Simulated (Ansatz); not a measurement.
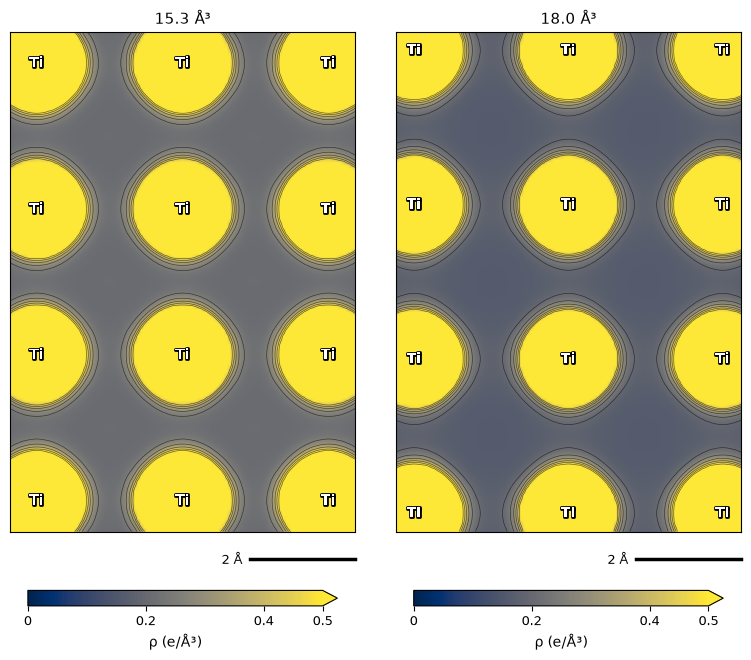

Ti. The valence pseudo-density of cells scaled evenly to different volumes (given per atom above each panel), on the (101) plane of each (indices in the axes of the cell below), at one length scale and on one colour scale.

A generated structure, not necessarily the stable one; the program warned that a starting moment wasn't kept; spin-polarised, but the moments vanished.

Theory: DFT, r2SCAN, plane waves (500 eV) with PAW, scalar-relativistic (Ansatz).

The density is the valence pseudo-density of a PAW calculation; it isn't the true density close to the nuclei.

The largest cell:

```
CELL_PARAMETERS angstrom
0.00000 2.08140 2.08140
2.08140 0.00000 2.08140
2.08140 2.08140 0.00000
ATOMIC_POSITIONS crystal
Ti 0.00000 0.00000 0.00000
```

| volume (Å³/atom) | Ti–Ti contact in the plane (Å) | ρ at its midpoint (e/Å³) | pressure (GPa) | 
| --- | --- | --- | --- |
| 15.26 | 2.784 | 0.221 | 17.8 | 
| 17.34 | 2.905 | ? | ? | 
| 18.03 | 2.944 | 0.183 | −4.0 | 

Q: Estimate the missing row, and compare with the calculation.

A: Over the known rows ln ρ falls by 1.18 per Å of Ti–Ti distance (the line through the two), which gives 0.192 e/Å³ at 2.905 Å; the calculation gives 0.190 e/Å³. For the pressure, a straight line in volume between the neighbouring rows gives 1.4 GPa; the calculation gives 0.1, lower because pressure rises ever faster on compression.
